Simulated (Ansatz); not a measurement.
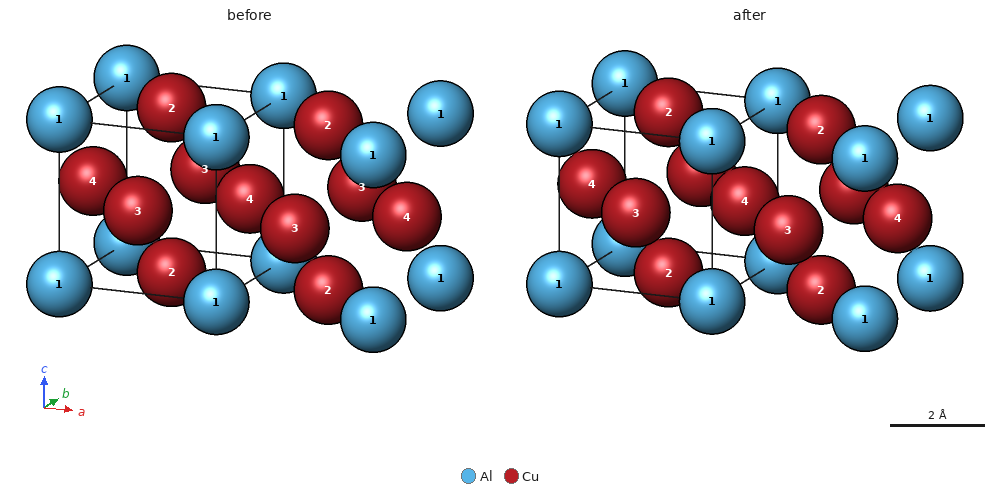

Left: solid AlCu$_{3}$ (set up in Pm-3m). Right: the same structure after one change, at the same scale. A spheres-only model of the cell of the calculation, repeated 2 × 1 × 1 with one cell outlined, seen slightly off an axis.

The calculation used DFT r2SCAN, scalar-relativistic, plane waves, PAW (Ansatz). Set-up: plane-wave cutoff 500 eV; k-point mesh 12 × 12 × 12; occupations gaussian; smearing width 0.1 eV; no spin polarisation.

The crystal is put under a hydrostatic pressure of 15 GPa. Cell and atoms are relaxed at that pressure.

What does the change do?

The volume changes by −7.9 %, with a = b = c 3.642 → 3.544 Å (−2.7 %). The atoms keep their places relative to the cell (all moves are under 0.005 Å). Some distances before and after: Al–Cu 2.575 → 2.506 Å, Cu–Cu 2.575 → 2.506 Å. The space group stays Pm-3m (No. 221). Energy change: +41.2 meV per atom. The pressure goes from 0.0 to 15.0 GPa.
